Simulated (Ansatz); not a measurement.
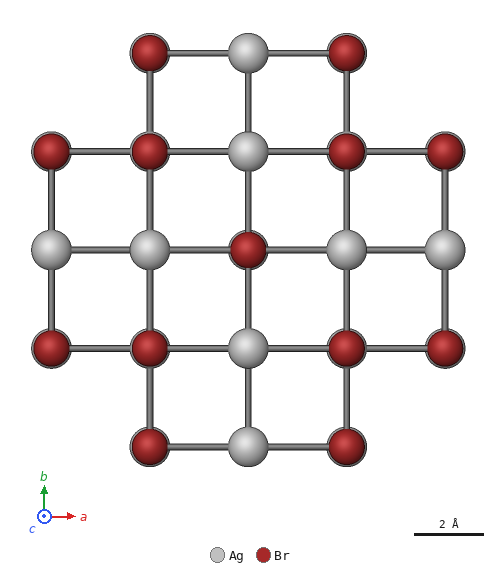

This is the input geometry for a relaxation of solid AgBr (set up in Fm-3m). A ball-and-stick model of the conventional cell (4 times the calculation's cell), seen along the c axis. Lengths and directions refer to the drawn axes.

All numbers below come from DFT PBE, scalar-relativistic, plane waves, PAW in Ansatz.

Input file:
```yaml
crystal:
  lattice:
    - [0.0, -2.88605, -2.88605]
    - [2.88605, 0.0, -2.88605]
    - [2.88605, -2.88605, 0.0]
  atoms:
    - { symbol: Ag, position: [0.0, 0.0, 0.0] }
    - { symbol: Br, position: [0.5, 0.5, 0.5] }
basis:
  ecutwfc: 420
kpoints:
  mp_grid: { grid: [8, 8, 8] }
hamiltonian:
  xc: pbe
scf:
  occupations: { method: gaussian, width: 0.02 }
output:
  forces: true
  stress: true
  eigenvalues: true
relax:
  adjacent_minimum: "off"
  f_tol: 0.005
  max_steps: 80
  cell: { stress_tol: 0.05 }
```

Command:
```bash
ansatz run input.yaml --threads 2 --pin off --max-ram 6144MiB --backend cpu --events-out ev --progress --plain --runs-dir out
```

Q: Where does the relaxation end?

A: Over 2 accepted moves (3 points after the start) the energy falls by 4.0 meV per atom. All forces vanish by symmetry, so only the cell relaxes. The pressure goes from 1.52 to −0.02 GPa. At 1 point the geometry stayed and the basis and grid were re-selected for the new cell (energy shift of 0.2 meV per atom at most each time). The atoms keep their places relative to the cell (all moves are under 0.005 Å). Cell: a = b = c 5.772 → 5.842 Å (+1.2 %). Volume +3.7 %. Near-neighbour distances that change, for instance: Ag1–Br2 2.886 → 2.921 Å. The space group stays Fm-3m (No. 225). The run took about 5 core-seconds on a shared host.

After the run, drawn alike:

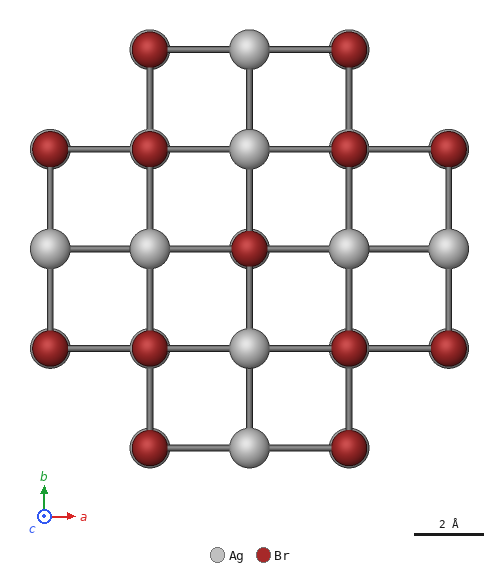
